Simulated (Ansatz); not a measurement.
## Electronic structure of ZrO$_{2}$ in real space

Input file:

```
crystal:
  lattice:
    - [0.0, 2.5447179892, 2.5447179892]
    - [2.5447179892, 0.0, 2.5447179892]
    - [2.5447179892, 2.5447179892, 0.0]
  atoms:
    - { symbol: Zr, position: [0.0, 0.0, 0.0] }
    - { symbol: O, position: [0.25, 0.25, 0.25] }
    - { symbol: O, position: [0.75, 0.75, 0.75] }
basis:
  ecutwfc: 500
kpoints:
  mp_grid: { grid: [8, 8, 8] }
  band_path:
    path:
      - [[0.0, 0.0, 0.0], [0.5, 0.0, 0.5], [0.625, 0.25, 0.625]]
      - [[0.375, 0.375, 0.75], [0.0, 0.0, 0.0], [0.5, 0.5, 0.5], [0.5, 0.25, 0.75], [0.5, 0.0, 0.5]]
    npoints: 14
hamiltonian:
  xc: r2scan
scf:
  occupations: { method: gaussian, width: 0.02 }
  n_extra_bands: 7
output:
  forces: true
  stress: true
  eigenvalues: true
  populations: true
  dos: { projected: true, de: 0.02, nscf_kmesh: { grid: [12, 12, 12] } }
  bader: true
  write_density: true
  write_potential: true
  elf: true
  volumetric_format: npy
```

Launched as:

```sh
ansatz run input.yaml --threads 1 --pin off --max-ram 2560MiB --backend cpu --events-out ev --progress --plain --runs-dir out
```

Below, planes, directions and counts refer to the conventional cell (a = 5.09 Å, b = 5.09 Å, c = 5.09 Å, α = 90.00°, β = 90.00°, γ = 90.00°).

Space group Fm-3m.

Computed with DFT r2SCAN, scalar-relativistic, plane waves, PAW in Ansatz.

The density is the valence pseudo-density of a PAW calculation; it isn't the true density close to the nuclei.

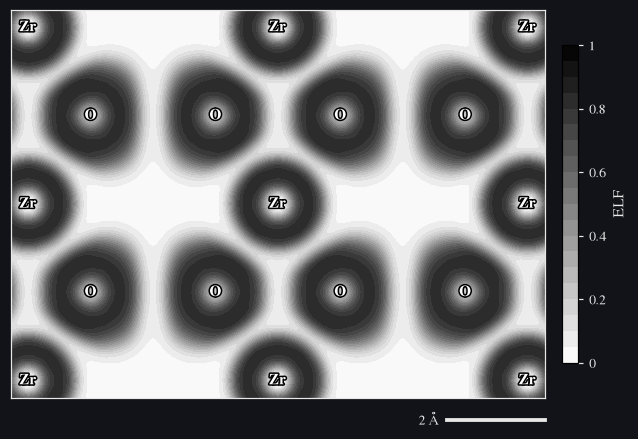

Figure 1. Electron localisation function on the (011) plane of the conventional cell.

> Describe what can be read from this map.

Atoms in the plane: Zr and O.
Zr–O (2.20 Å): the ELF peaks at about 0.85 in the valence shell of O, 0.6 Å from its nucleus, and drops to about 0.20 between the two atoms (no shared electron pair shows on this line).
The features right at Zr lie inside the PAW spheres, where the map follows smoothed inner orbitals and isn't to be read closely.

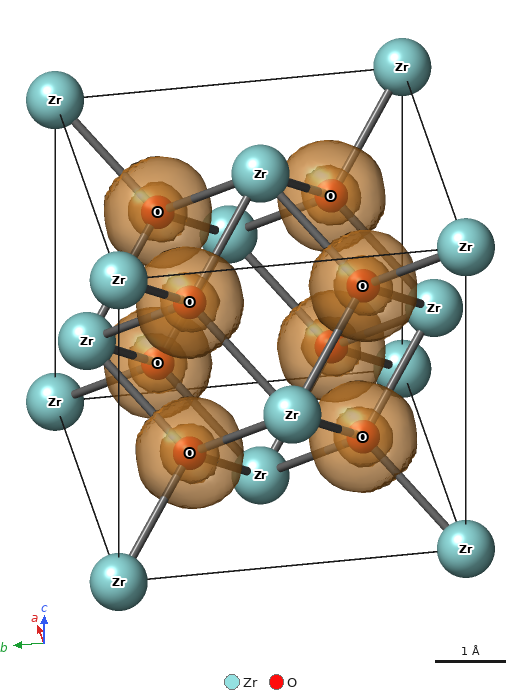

Figure 2. Isosurface of the electron localisation function at 0.75 (orange), seen at an oblique angle. Only the valence region is drawn (cores and ρ < 0.01 e/Å³ removed). Sticks mark near contacts.

> What do the ELF domains correspond to?

At this value the surface marks out eight regions wrapped around O (the valence shell of each), counted in one cell of 12 atoms. Any copies at cell faces, edges or corners count once.

> Does the calculation give a band gap?

It is gapped, with a Kohn–Sham gap of 3.9 eV on the k-point mesh, an upper bound to the gap of this method.

> What Bader charges does the calculation give?

Electrons move from Zr towards O. Bader charges: Zr +2.72 and O −1.36 e.
